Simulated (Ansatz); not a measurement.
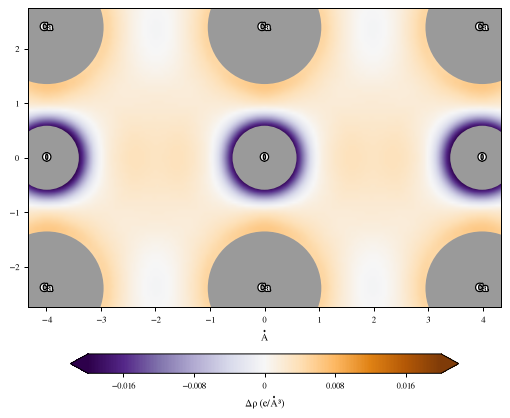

CaO: difference of two self-consistent densities at the same geometry, ρ(LDA) − ρ(PBE), on the (100) plane of the conventional cell. Grey discs cover the cores, where the PAW densities can't be compared. Cores are masked to 1.0 Å (Ca) and 0.6 Å (O).

Space group P6_3/mmc. The cell comes from a database of computed structures, not from a measurement.

Both runs: Ansatz, scalar-relativistic, plane waves and PAW, same cutoff, k-points and PAW files (made with PBE).

```yaml
crystal:
  lattice:
    - [3.99198, 0.00000, 0.00000]
    - [-1.99599, 3.45715, 0.00000]
    - [0.00000, 0.00000, 4.78484]
  atoms:
    - { symbol: Ca, position: [0.33333, 0.66667, 0.75000] }
    - { symbol: Ca, position: [0.66667, 0.33333, 0.25000] }
    - { symbol: O, position: [0.33333, 0.66667, 0.25000] }
    - { symbol: O, position: [0.66667, 0.33333, 0.75000] }
```

What differs between the two levels of theory?

Against PBE, and outside the masked cores, the largest gain lies at the edge of the masked core of Ca, and the largest loss lies at the edge of the masked core of O.
Bader charges are Ca +1.48 and O −1.48 e with PBE and Ca +1.46 and O −1.46 e with LDA.
At this volume the pressure is 1 GPa with PBE and −6 GPa with LDA.
The gap on the mesh is 3.18 eV with PBE and 3.01 eV with LDA.
